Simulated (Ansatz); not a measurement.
## MgO: single-point calculation (part 2 of 2)

The same run, continued: MgO (P6₃mc, 48 atoms in the cell); DFT PBE, scalar-relativistic, plane waves, PAW, no spin polarisation (Ansatz 0.2.0); cutoff 420 eV, 2×2×2 k-mesh, Gaussian smearing of 0.05 eV. The structure derives from a Materials Project entry.

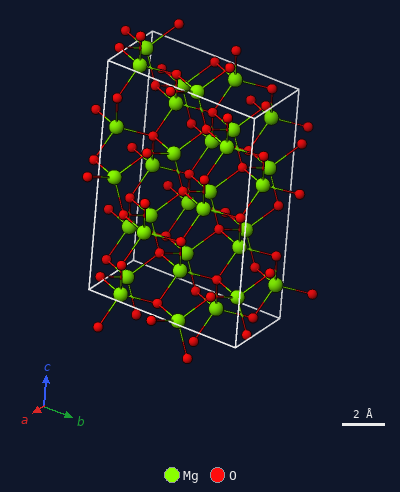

Fig. 1: The structure (ball-and-stick view of the cell of the calculation, seen slightly off an axis; bonded neighbours outside the cell are drawn too). An atom can appear more than once, as a periodic image.

### Output, continued
```
  k-point 0: bands = ["-66.7835", "-66.7819", "-66.7819", "-66.7806", "-66.7804", "-66.7804", "-66.7804", "-66.7804", "-66.7804", "-66.7804", "-66.7804", "-66.7804", "-66.7798", "-66.7798", "-66.7798", "-66.7798", "-66.7797", "-66.7797", "-66.7797", "-66.7797", "-66.7791", "-66.7791", "-66.7789", "-66.7789", "-33.5856", "-33.5762", "-33.5762", "-33.5714", "-33.5714", "-33.5714", "-33.5714", "-33.5680", "-33.5659", "-33.5659", "-33.5659", "-33.5659", "-33.5659", "-33.5659", "-33.5659", "-33.5659",
      "-33.5594", "-33.5594", "-33.5594", "-33.5594", "-33.5537", "-33.5529", "-33.5469", "-33.5469", "-33.5457", "-33.5457", "-33.5457", "-33.5457", "-33.5456", "-33.5439", "-33.5439", "-33.5426", "-33.5426", "-33.5393", "-33.5393", "-33.5388", "-33.5388", "-33.5388", "-33.5388", "-33.5371", "-33.5370", "-33.5345", "-33.5345", "-33.5345", "-33.5345", "-33.5345", "-33.5345", "-33.5345", "-33.5345", "-33.5327", "-33.5327", "-33.5318", "-33.5318", "-33.5306", "-33.5306", "-33.5306",
      "-33.5306", "-33.5292", "-33.5292", "-33.5292", "-33.5292", "-33.5292", "-33.5292", "-33.5292", "-33.5292", "-33.5290", "-33.5290", "-33.5243", "-33.5241", "-33.5241", "-33.5202", "-33.5202", "-11.1891", "-10.8203", "-10.8203", "-10.5424", "-10.5424", "-10.5424", "-10.5424", "-10.5424", "-10.5424", "-10.5424", "-10.5424", "-10.5230", "-10.3858", "-10.3858", "-10.3858", "-10.3858", "-10.3644", "-10.3487", "-10.3487", "-10.3487", "-10.3487", "-10.2696", "-10.2665", "-10.2665",
      "1.8126", "1.9364", "1.9364", "1.9364", "1.9364", "1.9795", "2.3193", "2.3193", "2.4680", "2.4680", "2.4680", "2.4680", "2.4680", "2.4680", "2.4680", "2.4680", "2.5423", "2.5423", "2.8848", "2.8848", "2.8855", "3.1306", "3.1306", "3.1306", "3.1306", "3.2858", "3.2858", "3.3259", "3.7719", "3.7900", "3.7900", "3.8670", "3.8670", "3.8670", "3.8670", "4.0064", "4.0064", "4.0064", "4.0064", "4.0064",
      "4.0064", "4.0064", "4.0064", "4.0167", "4.0167", "4.1424", "4.1424", "4.1424", "4.1424", "4.2511", "4.2950", "4.2951", "4.3618", "4.3618", "4.3618", "4.3618", "4.4314", "4.4314", "4.4374", "4.4374", "4.4374", "4.4374", "4.4374", "4.4374", "4.4374", "4.4374", "4.5626", "4.6319", "4.6320", "4.7556", "4.7556", "5.0770", "8.5576", "11.1484", "11.1484", "12.2483", "12.2483", "12.2483", "12.2483", "12.2483",
      "12.2483", "12.2483", "12.2483", "12.4643", "12.4643", "12.4643", "12.4643", "12.8500", "13.1824", "13.3555", "13.3555", "13.4657", "13.4657", "13.6131", "14.2628", "14.2628", "14.3182", "15.2318", "15.2318", "15.2318", "15.2318", "15.4321"]
  k-point 1: bands = ["-66.7831", "-66.7831", "-66.7806", "-66.7806", "-66.7806", "-66.7806", "-66.7806", "-66.7806", "-66.7803", "-66.7803", "-66.7800", "-66.7800", "-66.7800", "-66.7800", "-66.7800", "-66.7800", "-66.7800", "-66.7800", "-66.7792", "-66.7792", "-66.7791", "-66.7791", "-66.7790", "-66.7790", "-33.5830", "-33.5830", "-33.5692", "-33.5692", "-33.5692", "-33.5692", "-33.5692", "-33.5692", "-33.5692", "-33.5692", "-33.5676", "-33.5676", "-33.5656", "-33.5656", "-33.5649", "-33.5649",
      "-33.5649", "-33.5649", "-33.5542", "-33.5542", "-33.5521", "-33.5521", "-33.5517", "-33.5517", "-33.5474", "-33.5474", "-33.5465", "-33.5465", "-33.5453", "-33.5453", "-33.5404", "-33.5404", "-33.5392", "-33.5392", "-33.5387", "-33.5387", "-33.5376", "-33.5376", "-33.5376", "-33.5376", "-33.5376", "-33.5376", "-33.5376", "-33.5376", "-33.5336", "-33.5336", "-33.5333", "-33.5333", "-33.5333", "-33.5333", "-33.5309", "-33.5309", "-33.5304", "-33.5304", "-33.5304", "-33.5304",
      "-33.5304", "-33.5304", "-33.5304", "-33.5304", "-33.5287", "-33.5287", "-33.5279", "-33.5279", "-33.5276", "-33.5276", "-33.5276", "-33.5276", "-33.5254", "-33.5254", "-33.5211", "-33.5211", "-11.0832", "-11.0832", "-10.5928", "-10.5928", "-10.5928", "-10.5928", "-10.5348", "-10.5348", "-10.4685", "-10.4685", "-10.4389", "-10.4389", "-10.4389", "-10.4389", "-10.4389", "-10.4389", "-10.4389", "-10.4389", "-10.3295", "-10.3295", "-10.2803", "-10.2803", "-10.2608", "-10.2608",
      "2.0107", "2.0107", "2.1283", "2.1283", "2.1449", "2.1449", "2.1449", "2.1449", "2.1449", "2.1449", "2.1449", "2.1449", "2.3464", "2.3464", "2.5499", "2.5499", "2.5499", "2.5499", "2.9580", "2.9580", "3.0073", "3.0073", "3.2944", "3.2944", "3.3848", "3.3848", "3.5346", "3.5346", "3.5457", "3.5457", "3.8839", "3.8839", "3.9110", "3.9110", "3.9852", "3.9852", "3.9852", "3.9852", "3.9852", "3.9852",
      "3.9852", "3.9852", "4.0827", "4.0827", "4.1600", "4.1600", "4.2211", "4.2211", "4.2758", "4.2758", "4.2758", "4.2758", "4.2914", "4.2914", "4.2965", "4.2965", "4.2965", "4.2965", "4.3438", "4.3438", "4.4453", "4.4453", "4.4453", "4.4453", "4.4453", "4.4453", "4.4453", "4.4453", "4.6099", "4.6099", "5.0015", "5.0015", "9.4534", "9.4534", "11.9976", "11.9976", "11.9976", "11.9976", "12.4850", "12.4850",
      "12.4850", "12.4850", "12.4850", "12.4850", "12.4850", "12.4850", "12.7610", "12.7610", "13.1092", "13.1092", "13.4178", "13.4178", "13.6739", "13.6739", "14.1438", "14.1438", "14.5056", "14.5056", "14.7208", "14.7208", "15.2716", "15.2716"]
  k-point 2: bands = ["-66.7825", "-66.7825", "-66.7818", "-66.7818", "-66.7808", "-66.7808", "-66.7808", "-66.7808", "-66.7804", "-66.7804", "-66.7801", "-66.7801", "-66.7796", "-66.7796", "-66.7794", "-66.7794", "-66.7794", "-66.7794", "-66.7793", "-66.7793", "-66.7793", "-66.7793", "-66.7793", "-66.7793", "-33.5771", "-33.5771", "-33.5749", "-33.5749", "-33.5723", "-33.5723", "-33.5723", "-33.5723", "-33.5703", "-33.5703", "-33.5701", "-33.5701", "-33.5631", "-33.5631", "-33.5612", "-33.5612",
      "-33.5591", "-33.5591", "-33.5591", "-33.5591", "-33.5514", "-33.5514", "-33.5465", "-33.5465", "-33.5454", "-33.5454", "-33.5444", "-33.5444", "-33.5444", "-33.5444", "-33.5423", "-33.5423", "-33.5420", "-33.5420", "-33.5391", "-33.5391", "-33.5386", "-33.5386", "-33.5378", "-33.5378", "-33.5376", "-33.5376", "-33.5376", "-33.5376", "-33.5352", "-33.5352", "-33.5343", "-33.5343", "-33.5343", "-33.5343", "-33.5319", "-33.5319", "-33.5315", "-33.5315", "-33.5314", "-33.5314",
      "-33.5306", "-33.5306", "-33.5296", "-33.5296", "-33.5295", "-33.5295", "-33.5263", "-33.5263", "-33.5263", "-33.5263", "-33.5253", "-33.5253", "-33.5238", "-33.5238", "-33.5225", "-33.5225", "-10.9772", "-10.9772", "-10.8106", "-10.8106", "-10.5787", "-10.5787", "-10.5787", "-10.5787", "-10.4899", "-10.4899", "-10.4445", "-10.4445", "-10.4354", "-10.4354", "-10.3731", "-10.3731", "-10.3063", "-10.3063", "-10.3063", "-10.3063", "-10.3020", "-10.3020", "-10.2958", "-10.2958",
      "2.0566", "2.0566", "2.1096", "2.1096", "2.1096", "2.1096", "2.2485", "2.2485", "2.3370", "2.3370", "2.3393", "2.3393", "2.4693", "2.4693", "2.5554", "2.5554", "2.5554", "2.5554", "2.5690", "2.5690", "2.9667", "2.9667", "3.2581", "3.2581", "3.3188", "3.3188", "3.5899", "3.5899", "3.5899", "3.5899", "3.6387", "3.6387", "3.6927", "3.6927", "3.7972", "3.7972", "3.9046", "3.9046", "3.9046", "3.9046",
      "3.9659", "3.9659", "4.0374", "4.0374", "4.0619", "4.0619", "4.0846", "4.0846", "4.0918", "4.0918", "4.2489", "4.2489", "4.3287", "4.3287", "4.3288", "4.3288", "4.5236", "4.5236", "4.5378", "4.5378", "4.5463", "4.5463", "4.6240", "4.6240", "4.6455", "4.6455", "4.6455", "4.6455", "4.7267", "4.7267", "4.7472", "4.7472", "10.0950", "10.0950", "11.0133", "11.0133", "12.1346", "12.1346", "12.1346", "12.1346",
      "12.7774", "12.7774", "13.0354", "13.0354", "13.0358", "13.0358", "13.0707", "13.0707", "13.1926", "13.1926", "13.1926", "13.1926", "13.3207", "13.3207", "13.4266", "13.4266", "14.9744", "14.9744", "15.0917", "15.0917", "15.2421", "15.2421"]
  k-point 4: bands = ["-66.7819", "-66.7819", "-66.7819", "-66.7819", "-66.7813", "-66.7813", "-66.7806", "-66.7806", "-66.7804", "-66.7804", "-66.7804", "-66.7804", "-66.7798", "-66.7798", "-66.7797", "-66.7797", "-66.7797", "-66.7797", "-66.7791", "-66.7791", "-66.7789", "-66.7789", "-66.7789", "-66.7789", "-33.5762", "-33.5762", "-33.5762", "-33.5762", "-33.5714", "-33.5714", "-33.5703", "-33.5703", "-33.5703", "-33.5703", "-33.5680", "-33.5680", "-33.5659", "-33.5659", "-33.5659", "-33.5659",
      "-33.5616", "-33.5616", "-33.5537", "-33.5537", "-33.5529", "-33.5529", "-33.5456", "-33.5456", "-33.5439", "-33.5439", "-33.5439", "-33.5439", "-33.5426", "-33.5426", "-33.5426", "-33.5426", "-33.5393", "-33.5393", "-33.5393", "-33.5393", "-33.5393", "-33.5393", "-33.5393", "-33.5393", "-33.5388", "-33.5388", "-33.5370", "-33.5370", "-33.5350", "-33.5350", "-33.5350", "-33.5350", "-33.5345", "-33.5345", "-33.5345", "-33.5345", "-33.5327", "-33.5327", "-33.5327", "-33.5327",
      "-33.5306", "-33.5306", "-33.5292", "-33.5292", "-33.5292", "-33.5292", "-33.5246", "-33.5246", "-33.5246", "-33.5246", "-33.5243", "-33.5243", "-33.5241", "-33.5241", "-33.5241", "-33.5241", "-10.8203", "-10.8203", "-10.8203", "-10.8203", "-10.7901", "-10.7901", "-10.5424", "-10.5424", "-10.5424", "-10.5424", "-10.5230", "-10.5230", "-10.3858", "-10.3858", "-10.3361", "-10.3361", "-10.3361", "-10.3361", "-10.2696", "-10.2696", "-10.2665", "-10.2665", "-10.2665", "-10.2665",
      "1.9365", "1.9365", "1.9794", "1.9794", "2.4397", "2.4397", "2.4397", "2.4397", "2.4680", "2.4680", "2.4680", "2.4680", "2.5423", "2.5423", "2.5423", "2.5423", "2.8849", "2.8849", "2.8849", "2.8849", "2.8855", "2.8855", "2.9731", "2.9731", "2.9731", "2.9731", "3.0598", "3.0598", "3.2859", "3.2859", "3.2859", "3.2859", "3.3259", "3.3259", "3.7720", "3.7720", "4.0064", "4.0064", "4.0064", "4.0064",
      "4.0167", "4.0167", "4.0167", "4.0167", "4.1424", "4.1424", "4.2511", "4.2511", "4.3618", "4.3618", "4.4313", "4.4313", "4.4313", "4.4313", "4.4374", "4.4374", "4.4374", "4.4374", "4.4605", "4.4605", "4.4605", "4.4605", "4.5626", "4.5626", "4.6920", "4.6920", "4.6920", "4.6920", "4.7556", "4.7556", "4.7556", "4.7556", "11.0718", "11.0718", "11.1484", "11.1484", "11.1484", "11.1484", "12.2483", "12.2483",
      "12.2483", "12.2483", "12.4642", "12.4642", "12.8500", "12.8500", "13.1823", "13.1823", "13.5557", "13.5557", "13.5557", "13.5557", "14.2628", "14.2628", "14.2628", "14.2628", "14.3182", "14.3182", "15.0207", "15.0207", "15.0207", "15.0207"]
```

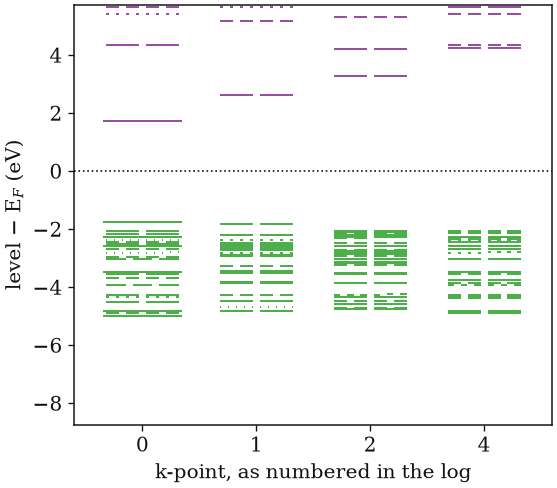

Fig. 2: Kohn–Sham levels near the Fermi level (dotted) at the few k-points that the log prints; levels within 0.02 eV of each other stand side by side. Among these points the highest filled and lowest empty levels are 3.48 eV apart, which is the gap on the mesh.

### Key numbers

```tsv
quantity	value
outcome	converged
space group (tolerance 0.01 Å)	P6₃mc (186)
electrons treated	384
free energy	−59855.8871 eV
Fermi energy	6.817 eV
gap on the k-point mesh	3.48 eV
largest force (length of the vector)	0.008 eV/Å
hardware	4 threads of Arm Neoverse V2, 24 GiB of memory available, shared host
wall time	7.7 s (CPU time 30 s)
peak memory	2.5 GiB
```

### Notes

The program warns: the structure was made exactly symmetric.
